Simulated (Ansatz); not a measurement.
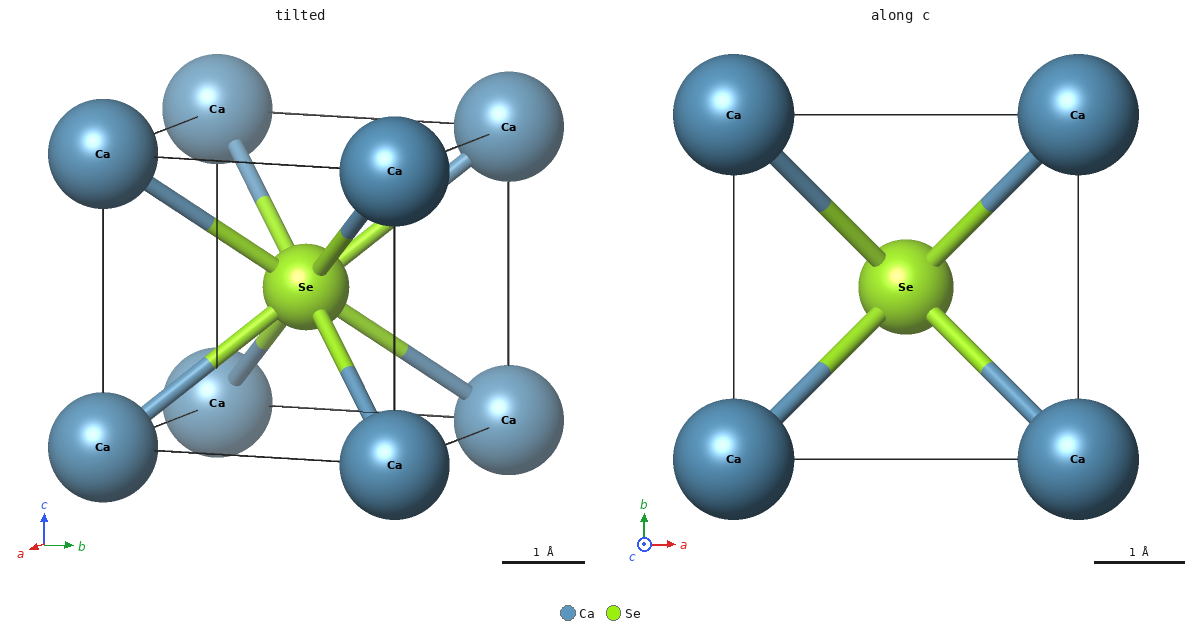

Structure drawing (ball-and-stick), viewed slightly off an axis and along the c axis. The conventional unit cell is outlined; an atom on or near a face, edge or corner is repeated at each equivalent position.

CaSe, space group P4/mmm (No. 123), a = 3.850 Å, b = 3.850 Å, c = 3.652 Å, α = 90.00°, β = 90.00°, γ = 90.00°. It goes back to a structure type filled with these elements by a generator (whether the compound takes this form wasn't checked). The cell was then strained or its atoms displaced on purpose. A calculation with Ansatz used it as input.

This one geometry was computed with Ansatz (DFT, plane waves, PAW) at three levels of theory: PBE, HSE06 and r2SCAN. It was relaxed with r2SCAN and then strained.

> How does the band gap change with the level of theory?

PBE: a gap of 0.40 eV, direct; r2SCAN: a gap of 0.84 eV, direct; HSE06: a gap of 1.14 eV, direct.

> Collect the results in a table.

| level | cutoff (eV) | k-mesh of the run's cell | gap (eV) | pressure (GPa) |
| --- | --- | --- | --- | --- |
| PBE | 420 | 8×8×8 | 0.40 | -4.3 |
| HSE06 | 420 | 6×6×6 | 1.14 | -4.9 |
| r2SCAN | 500 | 8×8×8 | 0.84 | -5.1 |

Gaps are taken on the k-mesh or band path of each run.
